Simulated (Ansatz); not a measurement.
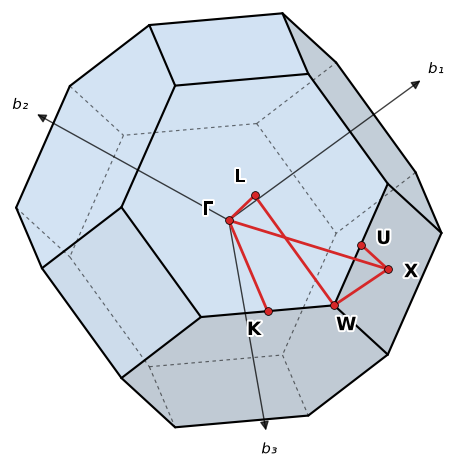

Crystal: C, the input geometry of an electronic-structure calculation (not necessarily at equilibrium); the starting structure was generated, so it need not be a known form of this composition. The first Brillouin zone and its special points. All values are computed from the atomic coordinates in the standard setting (tolerance 0.002 Å).

Space group Fm-3m, No. 225; a = 3.016 Å, b = 3.016 Å, c = 3.016 Å, α = 90.00°, β = 90.00°, γ = 90.00°.

Labels and path follow the convention of Hinuma et al. (2017), as computed by seekpath; the arrows show the directions of the reciprocal primitive vectors b₁, b₂, b₃, in which coordinates are given; lengths include the factor 2π.

**List the special points with their coordinates and distances from Γ.**

| point | k₁ | k₂ | k₃ | length of k (1/Å) |
| --- | --- | --- | --- | --- |
| Γ | 0 | 0 | 0 | 0.000 |
| X | 1/2 | 0 | 1/2 | 2.083 |
| L | 1/2 | 1/2 | 1/2 | 1.804 |
| W | 1/2 | 1/4 | 3/4 | 2.329 |
| K | 3/8 | 3/8 | 3/4 | 2.209 |
| U | 5/8 | 1/4 | 5/8 | 2.209 |

**What is the zone's volume?**

(2π)³ over the primitive cell's volume of 6.86 Å³: 36.1 Å⁻³.
